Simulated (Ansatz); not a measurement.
## Electronic structure of HC$_{28}$ (cell with a defect) in real space

```
C H
1.0
    -4.93303   -4.27213    0.00000
     1.23326   -6.40820    0.00000
    -1.23326   -3.56011    8.57567
C H
28 1
Direct
  0.80231 0.93106 0.75608
  0.94517 0.50242 0.75610
  0.51668 0.78816 0.75608
  0.65953 0.35955 0.75610
  0.23104 0.64541 0.75573
  0.37378 0.21669 0.75608
  0.08805 0.07391 0.75610
  0.46916 0.59769 0.75597
  0.61186 0.16912 0.75607
  0.18331 0.45477 0.75597
  0.32616 0.02624 0.75607
  0.89757 0.31195 0.75614
  0.04039 0.88354 0.75598
  0.75474 0.74054 0.75607
  0.97018 0.10286 0.24657
  0.11565 0.67160 0.24385
  0.68807 0.95554 0.24657
  0.82926 0.53045 0.24384
  0.38594 0.80074 0.28774
  0.54074 0.38497 0.24657
  0.25681 0.24405 0.24385
  0.64186 0.76417 0.25154
  0.78024 0.33926 0.24595
  0.34936 0.61758 0.25155
  0.49490 0.19504 0.24596
  0.06895 0.48374 0.23873
  0.20279 0.05665 0.25154
  0.92447 0.90970 0.24594
  0.34210 0.75682 0.41947
```

Computed without spin polarisation.

Level of theory: DFT PBE, scalar-relativistic, plane waves, PAW (Ansatz).

Core electrons are frozen (PAW), and the valence fields are smoothed inside the atomic spheres.

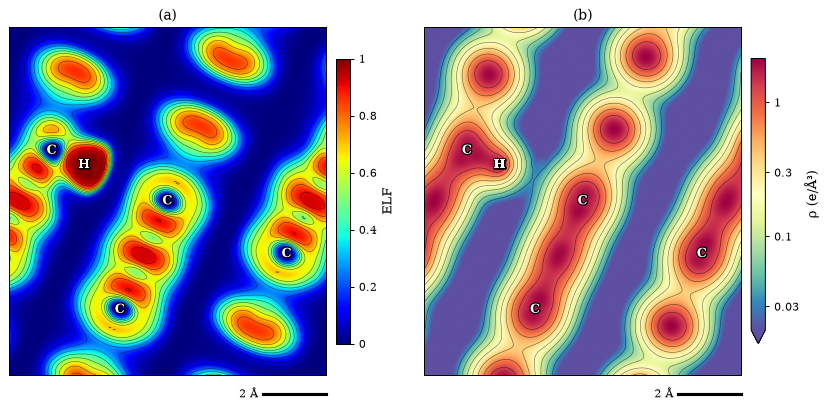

Figure 1. (a) electron localisation function; (b) valence electron density on the (11̄0) plane of the calculation cell.

> Interpret the plot.

The section cuts through C and H sites. Atoms just off the plane (C, 0.5 Å away) can leave unmarked features too. C–H (1.13 Å): ρ is about 1.8 e/Å³ halfway; the ELF climbs to about 1 towards the hydrogen, as it does in any bond to H; an ordinary covalent bond to hydrogen. Between the atoms the lowest density in this plane is 0.003 e/Å³.

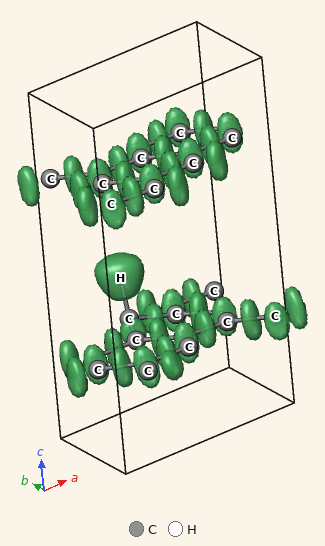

Figure 2. Isosurface of the ELF at 0.85 (green), seen slightly off an axis. Core shells and regions of very low density are left out. Sticks mark near contacts.

> Describe the localisation domains.

The ELF exceeds this value in 42 regions between bonded C–C atoms and one region around a hydrogen nucleus, counted in one cell of 29 atoms. Any copies at cell faces, edges or corners count once. Along the contacts the grid gives the following. C–C (1.41 Å): the ELF peaks at about 0.95 between the atoms.

> Metal or insulator at this level of theory?

It is metallic or semimetallic at this level of theory: no gap opens.
